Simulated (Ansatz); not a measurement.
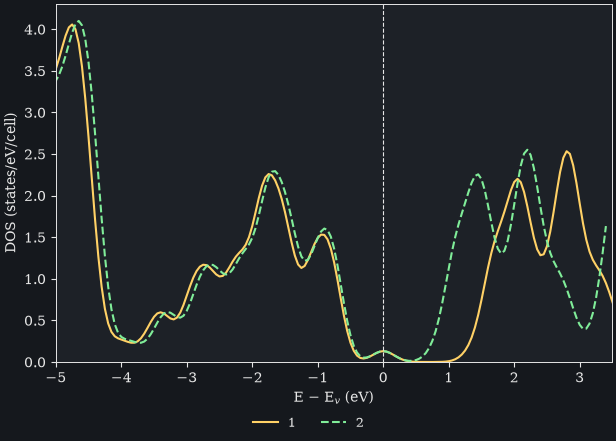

Total densities of states of SnO, space group P6_3/mmc, 4 atoms in the cell, h-MgO (five-fold) type, by two methods on the same cell. The curves are built from the levels of the k mesh with Gaussians 0.4 eV wide, which also blur the band edges. Each is counted from its own valence-band top.

Which curve is which? The methods: PBE0, HSE06.

Answer. 1 is PBE0; 2 is HSE06. PBE0 gives a gap of 1.39 eV and HSE06 gives a gap of 0.83 eV.

Settings. PBE0: DFT, PBE0, plane waves, PAW, no spin polarisation, 6×6×4 k mesh, 420 eV cutoff (Ansatz). HSE06: DFT, HSE06, plane waves, PAW, no spin polarisation, 6×6×4 k mesh, 420 eV cutoff (Ansatz 0.2.0).
